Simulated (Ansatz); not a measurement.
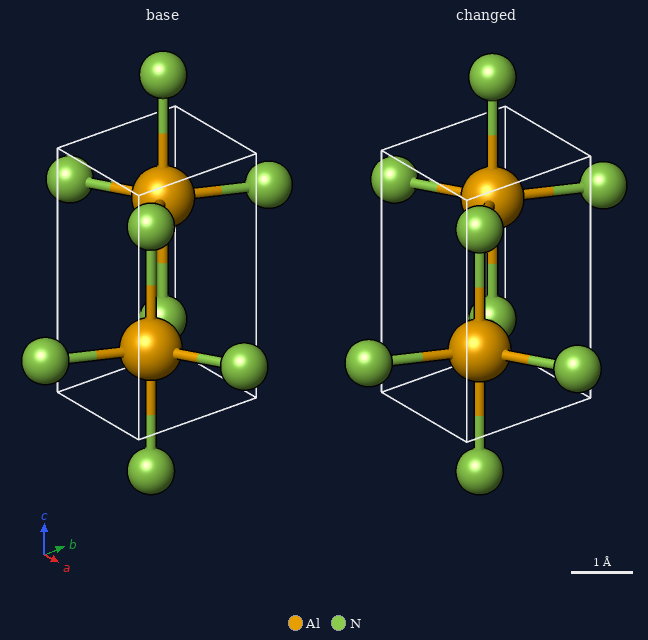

Left: a symmetric starting cell of AlN. Right: the same structure after one change, at the same scale. Style: ball-and-stick. Shown: the cell of the calculation, slightly off an axis.

Computed with DFT PBEsol, scalar-relativistic, plane waves, PAW (Ansatz 0.2.0). Set-up: plane-wave cutoff 420 eV; k-point mesh 9 × 9 × 6; occupations gaussian; smearing width 0.02 eV; no spin polarisation.

Q: What was changed?

A: The cell is strained by −1.0 % along c and +5.0 % across it (volume +9.3 %), the atoms keeping their fractional coordinates. No relaxation follows. The starting cell wasn't computed here and needn't be at equilibrium, so pressure and forces aren't due to the change alone.

Q: How do the computed properties respond?

A: Among the bonded contacts that change: Al–N 1.912 → 2.009 Å, Al–N 2.094 → 2.074 Å. The space group stays P6_3/mmc (No. 194). The pressure is −18.7 GPa (not all of it need come from the change, since the unchanged cell can be under pressure at this level too). The principal stresses (compression positive) are −13.5 GPa along c and −21.4 GPa across it. All forces vanish by symmetry.
